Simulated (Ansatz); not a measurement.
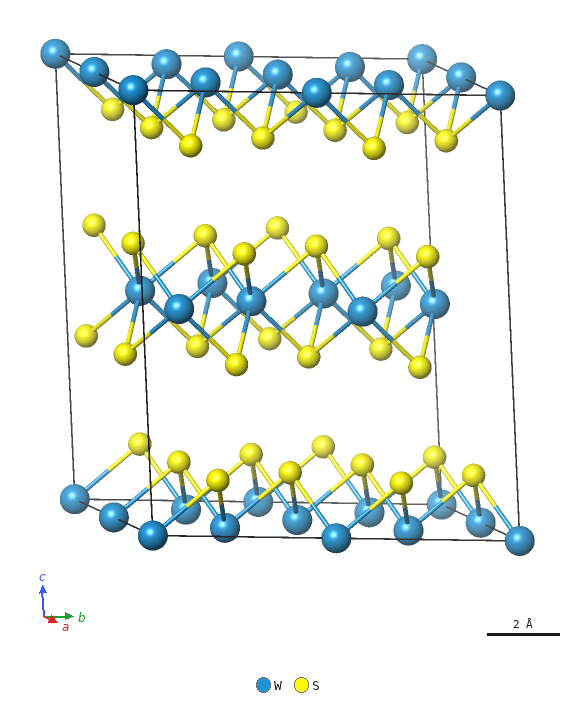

The structure (ball-and-stick view of the cell of the calculation, seen slightly off an axis). An atom can appear more than once, as a periodic image. Near neighbours in the periodic cell (some may lie outside the picture): W has 6 S at 2.39 to 2.42 Å; S has 3 W at 2.39 to 2.42 Å.

## Single-point calculation, with input and output: WS2 (part 1 of 2)

- system: WS2 (R3m, 48 atoms in the cell)
- method: DFT PBE, scalar-relativistic, plane waves, PAW, no spin polarisation (Ansatz 0.2.0)

The structure derives from an entry of the Crystallography Open Database.

Log:
```
Warning: the atoms were moved onto the symmetric positions of the space group found under crystal.symmetry.tolerance 1.0e-5 (fractional; no operation is sought that the atoms, as they stand in a round, miss by more than twice it, and no atom is moved by as much as it), and the run uses the moved positions. Before a round's move an operation carried an atom to 4.98e-5 Å from where it should land, the largest such distance. Atom 17 (counting from 0) moved farthest, by 4.67e-5 Å; the longest move in fractions of the cell, of whichever atom, is 0.39 of the tolerance, in 1 round. To run the atoms as typed, lower crystal.symmetry.tolerance until the operations that they miss are no longer found, or set crystal.symmetry.detect: false (a key that needs symmetry detection or time reversal refuses this as the deck is read). The positions used, in the order of the run's atom list: position: [0.0, 0.0, 0.0]; position: [0.5, 0.0, 0.0]; position: [0.25, 0.25, 0.0]; position: [0.375, 0.125, 0.5]; position: [0.75, 0.25, 0.0]; position: [0.875, 0.125, 0.5]; position: [0.5, 0.5, 0.0]; position: [0.625, 0.375, 0.5]; position: [0.0, 0.5, 0.0]; position: [0.125, 0.375, 0.5]; position: [0.75, 0.75, 0.0]; position: [0.875, 0.625, 0.5]; position: [0.25, 0.75, 0.0]; position: [0.375, 0.625, 0.5]; position: [0.125, 0.875, 0.5]; position: [0.625, 0.875, 0.5]; position: [0.09363706249999998, 0.031212062500000002, 0.37454824999999997]; position: [0.5936370625, 0.031212062500000002, 0.37454824999999997]; position: [0.3436370625, 0.28121206249999997, 0.37454824999999997]; position: [0.4686370625, 0.1562120625, 0.87454825]; position: [0.8436370625, 0.28121206249999997, 0.37454824999999997]; position: [0.9686370625, 0.1562120625, 0.87454825]; position: [0.5936370625, 0.5312120625, 0.37454824999999997]; position: [0.7186370625, 0.40621206249999997, 0.87454825]; position: [0.09363706249999998, 0.5312120625, 0.37454824999999997]; position: [0.21863706249999998, 0.40621206249999997, 0.87454825]; position: [0.8436370625, 0.7812120625, 0.37454824999999997]; position: [0.9686370625, 0.6562120625, 0.87454825]; position: [0.3436370625, 0.7812120625, 0.37454824999999997]; position: [0.4686370625, 0.6562120625, 0.87454825]; position: [0.21863706249999998, 0.9062120625, 0.87454825]; position: [0.7186370625, 0.9062120625, 0.87454825]; position: [0.157125, 0.052375, 0.6285]; position: [0.657125, 0.052375, 0.6285]; position: [0.407125, 0.302375, 0.6285]; position: [0.532125, 0.177375, 0.1285]; position: [0.907125, 0.302375, 0.6285]; position: [0.032125, 0.177375, 0.1285]; position: [0.657125, 0.552375, 0.6285]; position: [0.782125, 0.427375, 0.1285]; position: [0.157125, 0.552375, 0.6285]; position: [0.282125, 0.427375, 0.1285]; position: [0.907125, 0.802375, 0.6285]; position: [0.032125, 0.677375, 0.1285]; position: [0.407125, 0.802375, 0.6285]; position: [0.532125, 0.677375, 0.1285]; position: [0.282125, 0.927375, 0.1285]; position: [0.782125, 0.927375, 0.1285];
Engine: ansatz 0.2.0, aarch64-unknown-linux-gnu
Pseudopotentials: kind: paw
Pseudopotential: W, paw, valence charge 14, recommended cutoff 420 eV (normal), W.paw.azcp
Pseudopotential: S, paw, valence charge 6, recommended cutoff 420 eV (normal), S.paw.azcp
Functional definition: PBE
  parameter kappa = 0.804
  parameter beta = 0.06672455060314922
  exchange = pbe_x(kappa = kappa, mu = beta*pi^2/3)
  correlation = pbe_c(beta = beta)
Crystal: 48 atoms, lattice volume = 851.708 Å³
Basis set: ecut = 420 eV, 16669 PW (Γ), exchange–correlation on 90×150×180 points (8 copies of the dense FFT grid, shifted against one another)
Bands: 256, of which v1, the nominal top of the filled ones, is band 208 counted from 1 (207 counted from 0)
Symmetry: 16 space group operations
Space group: R3m (ITA 160), of the structure as read, at distance tolerance 9.5e-5 Å
k-points: 2
Non-local potential: W, projectors of the file, l = 0: 3, l = 1: 2, l = 2: 2, l = 3: 1
Non-local potential: S, projectors of the file, l = 0: 2, l = 1: 2, l = 2: 2
PAW form: soft (Blöchl's): semilocal exchange-correlation on the pseudo side does not see the compensation charge
PAW one-centre angular grid: W, 590 points (default); XC on 64 Gauss nodes
PAW one-centre angular grid: S, 110 points (default); XC on 64 Gauss nodes
Initial density: superposition of atomic densities (neutral atoms: chi_scale 0, normalization atom), corrected by the library's trained network
Initial wavefunctions: pseudopotential atomic-orbital guess
Functional: x = pbe(κ = 0.804, μ = 0.2195149727645171), c = pbe(β = 0.06672455060314922)
SCF iter   1: F=—  HF=-195060.996677 eV  |F-HF|=—  |Δ(HF+E_count)|=         —  Δρ=5.29e-3  dr2=1.01e-1  ethr=1.77e-3  ⟨swp⟩=6.0  Hψ=2112  notcnv=0
preconditioner: auto → Resta (q_TF=auto, 2.421 Å⁻¹)  ε∞=7.6  [insulator: Δε(μ)=1.147 eV  Ē_g=8.413 eV  σ=0.050 eV  W_gap=1.00  n_scr=212 (ndim 8)  ℏωp=21.6 eV  f_vac=0.016  D(μ)=0.00/eV (n_scr^D=0)  ε∞_Penn≈7.6]
SCF iter   2: F=—  HF=-195061.032300 eV  |F-HF|=—  |Δ(HF+E_count)|=   3.56e-2  Δρ=2.89e-3  dr2=2.11e-2  ethr=2.43e-5  ⟨swp⟩=2.0  Hψ=788  notcnv=0  defer=6
SCF iter   3: F=—  HF=-195061.067463 eV  |F-HF|=—  |Δ(HF+E_count)|=   3.52e-2  Δρ=7.74e-4  dr2=2.81e-3  ethr=5.07e-6  ⟨swp⟩=2.0  Hψ=697  notcnv=0
automatic band count: iteration 3 solves 241 bands in place of 256: the levels show a gap, and the empty bands left out lie too high to hold charge; the band table lists the bands solved (type scf.n_extra_bands for more)
SCF iter   4: F=—  HF=-195061.069865 eV  |F-HF|=—  |Δ(HF+E_count)|=   2.40e-3  Δρ=1.05e-4  dr2=1.17e-4  ethr=6.77e-7  ⟨swp⟩=2.0  Hψ=714  notcnv=0
SCF iter   5: F=—  HF=-195061.069861 eV  |F-HF|=—  |Δ(HF+E_count)|=   4.64e-6  Δρ=2.76e-5  dr2=6.89e-6  ethr=2.82e-8  ⟨swp⟩=2.0  Hψ=650  notcnv=0
SCF iter   6: F=—  HF=-195061.069047 eV  |F-HF|=—  |Δ(HF+E_count)|=   8.14e-4  Δρ=7.37e-6  dr2=5.90e-7  ethr=1.66e-9  ⟨swp⟩=2.0  Hψ=714  notcnv=0
SCF iter   7: F=-195061.069047 eV  HF=-195061.069047 eV  |F-HF|=1.94e-8  |Δ(HF+E_count)|=   2.37e-7  Δρ=1.53e-6  dr2=4.81e-8  ethr=2.40e-11  ⟨swp⟩=10.0  Hψ=2158  notcnv=0
SCF 1 converged in 7 iterations: F = -195061.069047 eV  dr2 = 4.81e-8
  greatest PAW one-centre occupation: 1.000 electrons in one spin orbital (limit 2), on the W atom at site 15 (counted from 0), in its partial waves of l = 0
SCF converged after 7 iterations
Free energy (F): -195061.069047 eV
Harris-Foulkes:  -195061.069047 eV  (|F-HF|=1.94e-8)
Internal energy: -195061.069047 eV  (E = F + TS)
E sigma→0 (E₀):  -195061.069047 eV
Fermi energy:    12.339600 eV
--- Per-component energies (eV) ---
  E_band       = -2984.064355
  E_kinetic    = 10685.309907
  E_local      = -28113.348176  (includes V_loc(G=0)·N_el)
  E_nonlocal   = 918.310640
  E_hartree    = 11170.668656
  E_xc         = -7403.643307
  E_vxc        = -6652.786837  (∫ρ·V_xc dr)
  E_paw        = -156211.367212  (= ΣΔE_a)
  E_vpaw       = -2162.915413  (= ΣTr[D̂ρ^β])
  E_aug_tail   = -0.000998  (compensation charges beyond the density's cutoff)
  E_ewald      = -26106.998556
  E_smearing   = -0.000000  (= −TS)
  E_closure    = 0.000000  (closes the sum)
  Σ components = -195061.069047   (vs F -195061.069047, Δ=0.00e0)
--- Forces (eV/Å), atoms counted from 1 ---
  atom   1  W     -0.01229938     0.00988305     0.61181206
  atom   2  W     -0.01229938     0.00988305     0.61181206
  atom   3  W     -0.01229938     0.00988305     0.61181206
  atom   4  W     -0.01229938     0.00988305     0.61181206
  atom   5  W     -0.01229938     0.00988305     0.61181206
  atom   6  W     -0.01229938     0.00988305     0.61181206
  atom   7  W     -0.01229938     0.00988305     0.61181206
  atom   8  W     -0.01229938     0.00988305     0.61181206
  atom   9  W     -0.01229938     0.00988305     0.61181206
  atom  10  W     -0.01229938     0.00988305     0.61181206
  atom  11  W     -0.01229938     0.00988305     0.61181206
  atom  12  W     -0.01229938     0.00988305     0.61181206
  atom  13  W     -0.01229938     0.00988305     0.61181206
  atom  14  W     -0.01229938     0.00988305     0.61181206
  atom  15  W     -0.01229938     0.00988305     0.61181206
  atom  16  W     -0.01229938     0.00988305     0.61181206
  atom  17  S      0.01303942     0.00743924    -0.52453770
  atom  18  S      0.01303942     0.00743924    -0.52453770
  atom  19  S      0.01303942     0.00743924    -0.52453770
  atom  20  S      0.01303942     0.00743924    -0.52453770
  atom  21  S      0.01303942     0.00743924    -0.52453770
  atom  22  S      0.01303942     0.00743924    -0.52453770
  atom  23  S      0.01303942     0.00743924    -0.52453770
  atom  24  S      0.01303942     0.00743924    -0.52453770
  atom  25  S      0.01303942     0.00743924    -0.52453770
  atom  26  S      0.01303942     0.00743924    -0.52453770
  atom  27  S      0.01303942     0.00743924    -0.52453770
  atom  28  S      0.01303942     0.00743924    -0.52453770
  atom  29  S      0.01303942     0.00743924    -0.52453770
  atom  30  S      0.01303942     0.00743924    -0.52453770
  atom  31  S      0.01303942     0.00743924    -0.52453770
  atom  32  S      0.01303942     0.00743924    -0.52453770
  atom  33  S     -0.00074106    -0.01732120    -0.08725857
  atom  34  S     -0.00074106    -0.01732120    -0.08725857
  atom  35  S     -0.00074106    -0.01732120    -0.08725857
  atom  36  S     -0.00074106    -0.01732120    -0.08725857
  atom  37  S     -0.00074106    -0.01732120    -0.08725857
  atom  38  S     -0.00074106    -0.01732120    -0.08725857
  atom  39  S     -0.00074106    -0.01732120    -0.08725857
  atom  40  S     -0.00074106    -0.01732120    -0.08725857
  atom  41  S     -0.00074106    -0.01732120    -0.08725857
  atom  42  S     -0.00074106    -0.01732120    -0.08725857
  atom  43  S     -0.00074106    -0.01732120    -0.08725857
  atom  44  S     -0.00074106    -0.01732120    -0.08725857
  atom  45  S     -0.00074106    -0.01732120    -0.08725857
  atom  46  S     -0.00074106    -0.01732120    -0.08725857
  atom  47  S     -0.00074106    -0.01732120    -0.08725857
  atom  48  S     -0.00074106    -0.01732120    -0.08725857
  max |Σ_I F_I| component: 2.53e-4 eV/Å
--- Band table (eV) ---
```
